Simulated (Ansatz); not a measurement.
# Geometry relaxation, with input and output: LiNbO3 (part 2 of 2)

LiNbO3 (R-3c, 10 atoms in the cell); DFT PBE, scalar-relativistic, plane waves, PAW, no spin polarisation (Ansatz 0.2.0); cutoff 420 eV, 6×6×6 k-mesh, Gaussian smearing of 0.02 eV. The structure derives from a Materials Project entry.

Geometry of the input (Å; fractional positions):
```
2.6347  1.5212  4.6344
-2.6347  1.5212  4.6344
0.0000  -3.0423  4.6344
Li 0.2500  0.2500  0.2500
Li 0.7500  0.7500  0.7500
Nb 0.5000  0.5000  0.5000
Nb 0.0000  0.0000  0.0000
O  0.1296  0.3704  0.7500
O  0.3704  0.7500  0.1296
O  0.8704  0.6296  0.2500
O  0.2500  0.8704  0.6296
O  0.6296  0.2500  0.8704
O  0.7500  0.1296  0.3704
```

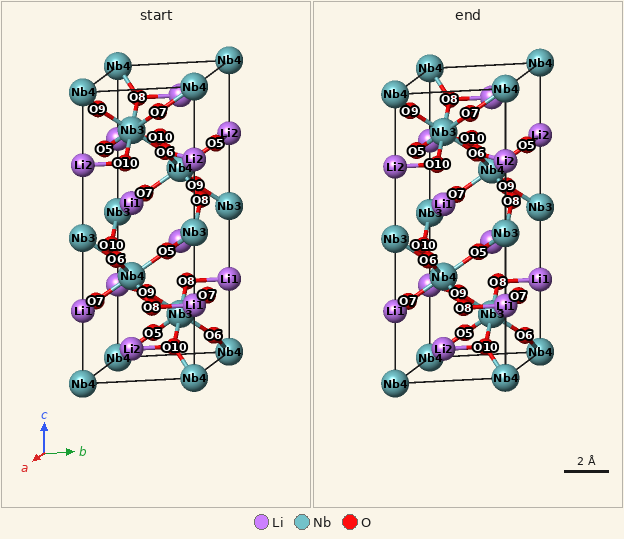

*Before (left) and after (right) the relaxation, at one scale (ball-and-stick view of the cell 3 times as large as that of the calculation, set on its symmetry axes, seen slightly off an axis).*

After 5 geometry steps the energy has fallen by 49.7 meV per cell of the calculation. The largest force component goes from 0.21 to under 0.0001 eV/Å. The pressure goes from −5.21 to −0.01 GPa. The basis was re-selected once at an unchanged geometry, which shifts the energy a little without any move. The atoms keep their places relative to the cell (all moves are under 0.005 Å). Cell: a = b 5.269 → 5.223 Å (−0.9 %), c 13.903 → 13.795 Å (−0.8 %). Volume −2.5 %. Among the contacts that change: Nb3–O10 2.015 → 1.996 Å, Li1–O7 2.000 → 1.987 Å. The space group stays R-3c (No. 167). The energy change given includes the shifts at the re-selections in mid-walk, which come without any move. A last SCF at the same geometry on a re-selected plane-wave basis shifts the energy by +0.5 meV per cell of the calculation. (Atoms are counted from 1 in the order of the input.)

```
basis re-selected at this cell: Δ(F+E_penalty+E_count) = +4.718e-4 eV, ΔP = -0.004 GPa vs the last step (what re-selecting the basis moved, of the pressure what is left beyond the Pulay correction that the steps carried, after the strain that the cell walked since its last selection, with what the two solves' SCF thresholds leave and, on support functions, any second-order correction that the steps lacked; it is no measure of the basis error at this ecutwfc). This SCF's stress stands 5.75e-3 GPa from its target on what of the cell is left free (relax.cell.stress_tol is 5.00e-2 GPa) and its largest allowed force component is 4.14e-5 eV/Å (relax.f_tol is 5.00e-3 eV/Å): within both
SCF converged after 5 iterations
Free energy (F): -12929.182715 eV
Harris-Foulkes:  -12929.182715 eV  (|F-HF|=9.09e-12)
Internal energy: -12929.182715 eV  (E = F + TS)
E sigma→0 (E₀):  -12929.182715 eV
Fermi energy:    8.415354 eV
--- Per-component energies (eV) ---
  E_band       = -539.483822
  E_kinetic    = 1882.427447
  E_local      = -4331.826693  (includes V_loc(G=0)·N_el)
  E_nonlocal   = 448.271947
  E_hartree    = 1465.867776
  E_xc         = -817.015473
  E_vxc        = -1020.404479  (∫ρ·V_xc dr)
  E_paw        = -7133.207638  (= ΣΔE_a)
  E_vpaw       = -449.702250  (= ΣTr[D̂ρ^β])
  E_aug_tail   = 0.014546  (compensation charges beyond the density's cutoff)
  E_ewald      = -4443.714626
  E_smearing   = -0.000000  (= −TS)
  E_closure    = 0.000000  (closes the sum)
  Σ components = -12929.182715   (vs F -12929.182715, Δ=0.00e0)
--- Forces (eV/Å), atoms counted from 1 ---
  atom   1  Li     0.00000000    -0.00000000    -0.00000000
  atom   2  Li    -0.00000000     0.00000000     0.00000000
  atom   3  Nb    -0.00000000     0.00000000    -0.00000000
  atom   4  Nb     0.00000000     0.00000000    -0.00000000
  atom   5  O      0.00004136     0.00000000    -0.00000000
  atom   6  O     -0.00002068    -0.00003582     0.00000000
  atom   7  O     -0.00004136    -0.00000000     0.00000000
  atom   8  O      0.00002068    -0.00003582    -0.00000000
  atom   9  O      0.00002068     0.00003582    -0.00000000
  atom  10  O     -0.00002068     0.00003582     0.00000000
  max |Σ_I F_I| component: 2.02e-18 eV/Å
--- Stress (GPa, compression-positive) ---
       -0.005490      -0.000000      -0.000000
       -0.000000      -0.005490      -0.000000
       -0.000000      -0.000000      -0.005746
  P = ⅓ Tr σ = -0.0056 GPa (-0.056 kbar)
--- Band table (eV; the first three rows and the last of 32) ---
  k-point 0: bands = ["-47.3225", "-47.3089", "-35.7474", "-35.7456", "-23.5487", "-23.5487", "-23.5294", "-23.3900", "-23.3900", "-23.3489", "-9.8560", "-9.3305", "-9.3305", "-8.1520", "-8.1434", "-8.1434", "2.3328", "2.3328", "2.7011", "2.8410", "2.8410", "3.7343", "4.9278", "4.9278", "5.4947", "5.8435", "6.4072", "6.6853", "6.6853", "6.9122", "6.9122", "6.9599", "6.9599", "7.0908", "9.7162", "9.7162", "9.8845", "11.7813", "11.7813", "12.7319", "14.1602", "14.4730", "14.4730", "17.9455"]
  k-point 1: bands = ["-47.3216", "-47.3098", "-35.7473", "-35.7457", "-23.5391", "-23.5385", "-23.5177", "-23.4016", "-23.4011", "-23.3614", "-9.7519", "-9.2637", "-9.2600", "-8.2672", "-8.2392", "-8.2346", "2.5243", "2.5489", "2.8720", "2.9540", "2.9740", "3.7517", "4.7481", "4.8729", "5.2587", "5.7210", "6.1679", "6.3250", "6.5249", "6.7390", "6.8050", "6.8656", "7.0296", "7.1016", "9.9747", "10.0388", "10.1802", "11.8820", "11.8873", "12.5287", "14.4209", "14.5176", "14.5306", "17.5559"]
  k-point 2: bands = ["-47.3191", "-47.3123", "-35.7470", "-35.7461", "-23.5120", "-23.5104", "-23.4855", "-23.4325", "-23.4311", "-23.3952", "-9.4625", "-9.0819", "-9.0636", "-8.5898", "-8.4700", "-8.4687", "3.0274", "3.0446", "3.2587", "3.3565", "3.4534", "3.8529", "4.3227", "4.5804", "4.6387", "5.2492", "5.3718", "5.4706", "6.4395", "6.7447", "6.8008", "6.8044", "7.0320", "7.0463", "10.5895", "10.6359", "10.8180", "11.8025", "11.8235", "12.0394", "14.6784", "14.9374", "15.3408", "16.8043"]
  k-point 31: bands = ["-47.3157", "-47.3157", "-35.7465", "-35.7465", "-23.4708", "-23.4708", "-23.4708", "-23.4708", "-23.4423", "-23.4423", "-9.0604", "-9.0604", "-8.7734", "-8.7734", "-8.7734", "-8.7734", "3.5245", "3.5245", "3.5245", "3.5245", "3.9894", "3.9894", "4.3400", "4.3400", "4.3400", "4.3400", "4.7832", "4.7832", "6.5673", "6.5673", "6.8642", "6.8642", "6.8642", "6.8642", "11.3087", "11.3087", "11.5627", "11.5627", "11.5627", "11.5627", "15.7119", "15.7119", "15.7119", "15.7119"]
--- Relaxed structure (6 steps of the walk, 6 accepted, 2 SCFs on fresh bases) ---
  F+E_penalty+E_count = -12929.18271523 eV   max|allowed force component| = 4.136e-5 eV/Å   (the final SCF, on the basis selected at the relaxed cell)
  cell:  # Å, volume = 108.6342 Å³
    - [2.6115006926499125, 1.5077506278903208, 4.598284542887775]
    - [-2.6115006926499125, 1.5077506278903208, 4.598284542887775]
    - [-3.404645921868458e-34, -3.0155012557806424, 4.598284542887775]
  atoms:
    - { symbol: Li, position: [0.24999999999999997, 0.24999999999999997, 0.25] }
    - { symbol: Li, position: [0.75, 0.75, 0.75] }
    - { symbol: Nb, position: [0.49999999999999994, 0.49999999999999994, 0.5] }
    - { symbol: Nb, position: [9.100873351970693e-20, -8.388124349784898e-20, -7.127490021857833e-21] }
    - { symbol: O, position: [0.13037042325085751, 0.36962957674914243, 0.75] }
    - { symbol: O, position: [0.36962957674914243, 0.75, 0.13037042325085751] }
    - { symbol: O, position: [0.8696295767491424, 0.6303704232508575, 0.25000000000000006] }
    - { symbol: O, position: [0.2499999999999999, 0.8696295767491425, 0.6303704232508576] }
    - { symbol: O, position: [0.6303704232508576, 0.25, 0.8696295767491424] }
    - { symbol: O, position: [0.75, 0.1303704232508574, 0.36962957674914243] }
```

**Trajectory as extended XYZ (Å, eV, eV/Å), 8 frames, from step=1 to step=8**
```
10
Lattice="2.6347 1.5212 4.6344 -2.6347 1.5212 4.6344 0.0000 -3.0423 4.6344" Properties=species:S:1:pos:R:3:forces:R:3 step=1 energy=-12929.13345 pressure_GPa=-5.21
Li    0.0000    0.0000    3.4758    0.0000   0.0000   0.0000
Li    0.0000    0.0000   10.4273    0.0000   0.0000   0.0000
Nb    0.0000    0.0000    6.9515    0.0000   0.0000   0.0000
Nb    0.0000    0.0000    0.0000    0.0000   0.0000   0.0000
O    -0.6343   -1.5212    5.7930    0.2117   0.0000   0.0000
O    -1.0002    1.3099    5.7930   -0.1058  -0.1833   0.0000
O     0.6343    1.5212    8.1101   -0.2117   0.0000   0.0000
O    -1.6345   -0.2113    8.1101    0.1058  -0.1833   0.0000
O     1.0002   -1.3099    8.1101    0.1058   0.1833   0.0000
O     1.6345    0.2113    5.7930   -0.1058   0.1833   0.0000
10
Lattice="2.6133 1.5088 4.5922 -2.6133 1.5088 4.5922 0.0000 -3.0176 4.5922" Properties=species:S:1:pos:R:3:forces:R:3 step=2 energy=-12929.19174 pressure_GPa=0.44
Li    0.0000    0.0000    3.4442    0.0000   0.0000   0.0000
Li    0.0000    0.0000   10.3325    0.0000   0.0000   0.0000
Nb    0.0000    0.0000    6.8884    0.0000   0.0000   0.0000
Nb    0.0000    0.0000    0.0000    0.0000   0.0000   0.0000
O    -0.6205   -1.5088    5.7403   -0.0337   0.0000   0.0000
O    -0.9964    1.2918    5.7403    0.0169   0.0292   0.0000
O     0.6205    1.5088    8.0364    0.0337   0.0000   0.0000
O    -1.6169   -0.2170    8.0364   -0.0169   0.0292   0.0000
O     0.9964   -1.2918    8.0364   -0.0169  -0.0292   0.0000
O     1.6169    0.2170    5.7403    0.0169  -0.0292   0.0000
10
Lattice="2.6135 1.5089 4.6009 -2.6135 1.5089 4.6009 0.0000 -3.0179 4.6009" Properties=species:S:1:pos:R:3:forces:R:3 step=3 energy=-12929.19137 pressure_GPa=-0.06
Li    0.0000    0.0000    3.4507    0.0000   0.0000   0.0000
Li    0.0000    0.0000   10.3520    0.0000   0.0000   0.0000
Nb    0.0000    0.0000    6.9013    0.0000   0.0000   0.0000
Nb    0.0000    0.0000    0.0000    0.0000   0.0000   0.0000
O    -0.6217   -1.5089    5.7511   -0.0126   0.0000   0.0000
O    -0.9959    1.2929    5.7511    0.0063   0.0109   0.0000
O     0.6217    1.5089    8.0516    0.0126   0.0000   0.0000
O    -1.6176   -0.2161    8.0516   -0.0063   0.0109   0.0000
O     0.9959   -1.2929    8.0516   -0.0063  -0.0109   0.0000
O     1.6176    0.2161    5.7511    0.0063  -0.0109   0.0000
10
Lattice="2.6135 1.5089 4.5990 -2.6135 1.5089 4.5990 0.0000 -3.0179 4.5990" Properties=species:S:1:pos:R:3:forces:R:3 step=4 energy=-12929.19163 pressure_GPa=-0.06
Li    0.0000    0.0000    3.4492    0.0000   0.0000   0.0000
Li    0.0000    0.0000   10.3477    0.0000   0.0000   0.0000
Nb    0.0000    0.0000    6.8985    0.0000   0.0000   0.0000
Nb    0.0000    0.0000    0.0000    0.0000   0.0000   0.0000
O    -0.6231   -1.5089    5.7487   -0.0041   0.0000   0.0000
O    -0.9952    1.2941    5.7487    0.0021   0.0036   0.0000
O     0.6231    1.5089    8.0482    0.0041   0.0000   0.0000
O    -1.6183   -0.2149    8.0482   -0.0021   0.0036   0.0000
O     0.9952   -1.2941    8.0482   -0.0021  -0.0036   0.0000
O     1.6183    0.2149    5.7487    0.0021  -0.0036   0.0000
10
Lattice="2.6124 1.5083 4.5998 -2.6124 1.5083 4.5998 0.0000 -3.0165 4.5998" Properties=species:S:1:pos:R:3:forces:R:3 step=5 energy=-12929.19198 pressure_GPa=0.01
Li    0.0000    0.0000    3.4498    0.0000   0.0000   0.0000
Li    0.0000    0.0000   10.3495    0.0000   0.0000   0.0000
Nb    0.0000    0.0000    6.8996    0.0000   0.0000   0.0000
Nb    0.0000    0.0000    0.0000    0.0000   0.0000   0.0000
O    -0.6241   -1.5083    5.7497    0.0000   0.0000   0.0000
O    -0.9941    1.2946    5.7497    0.0000   0.0000   0.0000
O     0.6241    1.5083    8.0496    0.0000   0.0000   0.0000
O    -1.6182   -0.2136    8.0496    0.0000   0.0000   0.0000
O     0.9941   -1.2946    8.0496    0.0000   0.0000   0.0000
O     1.6182    0.2136    5.7497    0.0000   0.0000   0.0000
10
Lattice="2.6124 1.5083 4.5998 -2.6124 1.5083 4.5998 0.0000 -3.0165 4.5998" Properties=species:S:1:pos:R:3:forces:R:3 step=6 energy=-12929.18271 pressure_GPa=-0.15
Li    0.0000    0.0000    3.4498    0.0000   0.0000   0.0000
Li    0.0000    0.0000   10.3495    0.0000   0.0000   0.0000
Nb    0.0000    0.0000    6.8996    0.0000   0.0000   0.0000
Nb    0.0000    0.0000    0.0000    0.0000   0.0000   0.0000
O    -0.6241   -1.5083    5.7497   -0.0001   0.0000   0.0000
O    -0.9941    1.2946    5.7497    0.0000   0.0001   0.0000
O     0.6241    1.5083    8.0496    0.0001   0.0000   0.0000
O    -1.6182   -0.2136    8.0496    0.0000   0.0001   0.0000
O     0.9941   -1.2946    8.0496    0.0000  -0.0001   0.0000
O     1.6182    0.2136    5.7497    0.0000  -0.0001   0.0000
10
Lattice="2.6115 1.5078 4.5983 -2.6115 1.5078 4.5983 0.0000 -3.0155 4.5983" Properties=species:S:1:pos:R:3:forces:R:3 step=7 energy=-12929.18319 pressure_GPa=-0.00
Li    0.0000    0.0000    3.4487    0.0000   0.0000   0.0000
Li    0.0000    0.0000   10.3461    0.0000   0.0000   0.0000
Nb    0.0000    0.0000    6.8974    0.0000   0.0000   0.0000
Nb    0.0000    0.0000    0.0000    0.0000   0.0000   0.0000
O    -0.6248   -1.5078    5.7479    0.0000   0.0000   0.0000
O    -0.9933    1.2950    5.7479    0.0000   0.0000   0.0000
O     0.6248    1.5078    8.0470    0.0000   0.0000   0.0000
O    -1.6182   -0.2128    8.0470    0.0000   0.0000   0.0000
O     0.9933   -1.2950    8.0470    0.0000   0.0000   0.0000
O     1.6182    0.2128    5.7479    0.0000   0.0000   0.0000
10
Lattice="2.6115 1.5078 4.5983 -2.6115 1.5078 4.5983 0.0000 -3.0155 4.5983" Properties=species:S:1:pos:R:3:forces:R:3 step=8 energy=-12929.18272 pressure_GPa=-0.01
Li    0.0000    0.0000    3.4487    0.0000   0.0000   0.0000
Li    0.0000    0.0000   10.3461    0.0000   0.0000   0.0000
Nb    0.0000    0.0000    6.8974    0.0000   0.0000   0.0000
Nb    0.0000    0.0000    0.0000    0.0000   0.0000   0.0000
O    -0.6248   -1.5078    5.7479    0.0000   0.0000   0.0000
O    -0.9933    1.2950    5.7479    0.0000   0.0000   0.0000
O     0.6248    1.5078    8.0470    0.0000   0.0000   0.0000
O    -1.6182   -0.2128    8.0470    0.0000   0.0000   0.0000
O     0.9933   -1.2950    8.0470    0.0000   0.0000   0.0000
O     1.6182    0.2128    5.7479    0.0000   0.0000   0.0000
```

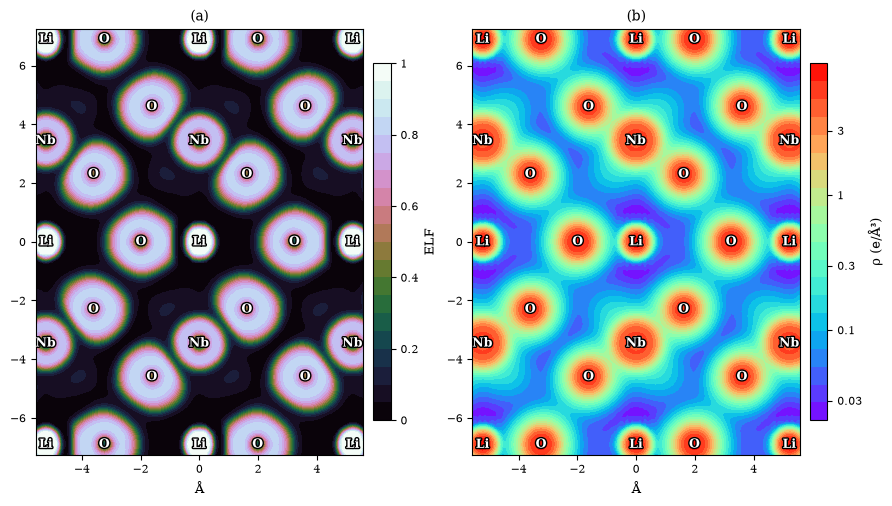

*(a) ELF; (b) valence charge density (pseudo) on the (010) plane of the conventional cell.*

The section cuts through Li, Nb and O sites. Li–O (1.99 Å): ρ is about 0.34 e/Å³ halfway; the ELF is about 0.60 at the midpoint. Nb–O (2.00 Å): the density is about 0.87 e/Å³ at the midpoint; the ELF peaks at about 0.80 in the valence shell of O, 0.6 Å from its nucleus, and drops to about 0.25 between the two atoms. Away from the nuclei the density in this plane falls to 0.02 e/Å³ at its lowest. The strong features right at Li and Nb lie inside the PAW spheres (semicore, d or f shells) and say nothing about bonding. Core electrons are frozen (PAW), so the fields are smoothed inside the atomic spheres.

**Summary**

| quantity | value |
| --- | --- |
| outcome | converged |
| space group (tolerance 0.01 Å) | R-3c (167) |
| electrons treated | 68 |
| free energy | −12929.1827 eV |
| Fermi energy | 8.415 eV |
| gap on the k-point mesh | 2.51 eV |
| pressure | −0.01 GPa |
| final volume | 108.63 Å³ |
| largest force (length of the vector) at the end | under 0.001 eV/Å |
| final cell | a = 5.499 Å, b = 5.499 Å, c = 5.499 Å, α = 56.71°, β = 56.71°, γ = 56.71° |
| hardware | 4 threads of Intel Xeon (Granite Rapids), 32 GiB of memory available, shared host |
| wall time | 9.7 s (CPU time 35 s) |
| peak memory | 0.6 GiB |
